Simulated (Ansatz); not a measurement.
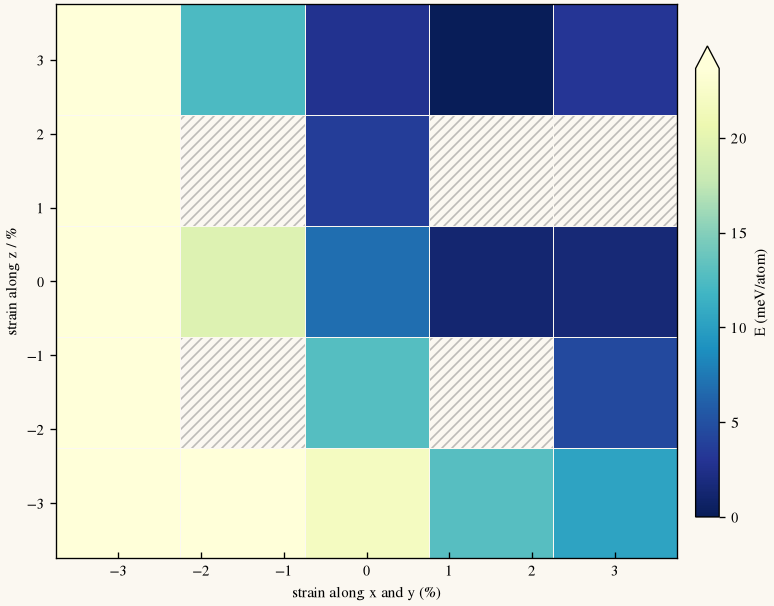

Energy landscape of KMgF3 (Pm-3m, No. 221; 5 atoms in the cell). 
- The cell is strained homogeneously, by one strain along x and y and another along z, with fractional coordinates fixed (x, y and z along the cube axes).
- The first coordinate is: strain along x and y; the second: strain along z.
- The grid has 5 × 5 points. At 5 points there is no value.
- All energies are given in meV/atom relative to the lowest grid point.
- The reference cell is the one listed in the database, not relaxed at this level.
- The calculation used DFT PBE, scalar-relativistic, plane waves, PAW (Ansatz). Settings: cutoff 420 eV, k-mesh 6×6×6, gaussian smearing 0.05 eV, no spin polarisation.

In the figure: one coloured cell a grid point, one colour for all values above the top of the scale, hatched blanks where no value was computed. 

Summarise what can be read from the map.

The lowest grid point is at strain along x and y = 1.5 %, strain along z = 3.0 %. It lies on the edge of the grid, but the force there points inwards, so the minimum lies inside the range. The highest grid point, strain along x and y = −3.0 %, strain along z = −3.0 %, lies 62.1 meV/atom above the lowest. The gap on the k-mesh is 6.9 eV at the lowest point and runs from 6.7 to 8.1 eV over the map.

Grid values (meV/atom):

```tsv
strain along z ↓, strain along x and y →	−3.0	−1.5	0.0	1.5	3.0
3.0	29.8	12.3	2.8	0.0	3.1
1.5	33.8	–	3.7	–	–
0.0	40.3	19.5	6.9	1.2	1.5
−1.5	49.5	–	12.8	–	4.4
−3.0	62.1	37.8	21.8	12.9	10.3
```
